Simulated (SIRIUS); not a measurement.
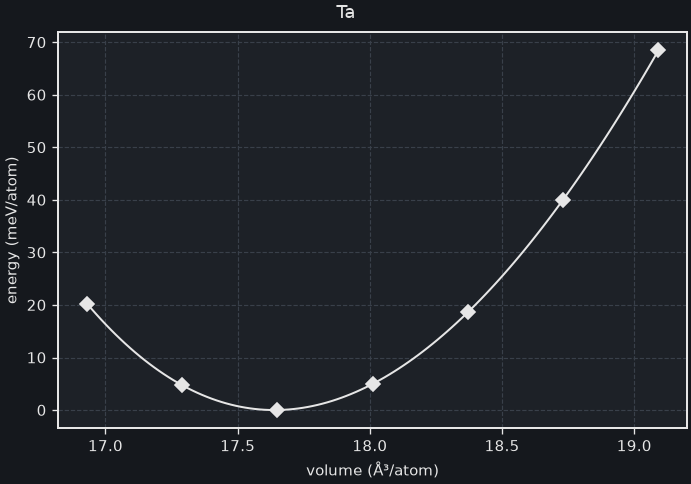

Plotted: energy against volume for Ta, space group Im-3m (No. 229).

The given structure:
```
CELL_PARAMETERS angstrom
-1.65128 1.65128 1.65128
1.65128 -1.65128 1.65128
1.65128 1.65128 -1.65128
ATOMIC_POSITIONS crystal
Ta 0.00000 0.00000 0.00000
```

Method: plane-wave DFT, no spin polarisation; energies at scaled volumes of the given cell, shape and fractions fixed, counted from the fit's minimum, third-order Birch-Murnaghan fit (SIRIUS 7.10.0). Level: PBEsol.

k mesh 11×11×11; occupations Fermi–Dirac; smearing width 0.05 eV; potentials dojo sr pbesol 0.4.1 standard; wave cutoff 806.7 eV; density cutoff 3227 eV.

From this curve and the settings, what does the calculation give for the pressure at the same points?

The pressure falls from 9.50 GPa at volume 16.93 Å³/atom to −14.10 GPa at 19.09 Å³/atom, and changes sign near 17.64 Å³/atom.

```tsv
volume (Å³/atom)	pressure (GPa)
16.93	9.50
17.29	4.41
17.65	-0.15
18.01	-4.22
18.37	-7.87
18.73	-11.14
19.09	-14.10
```
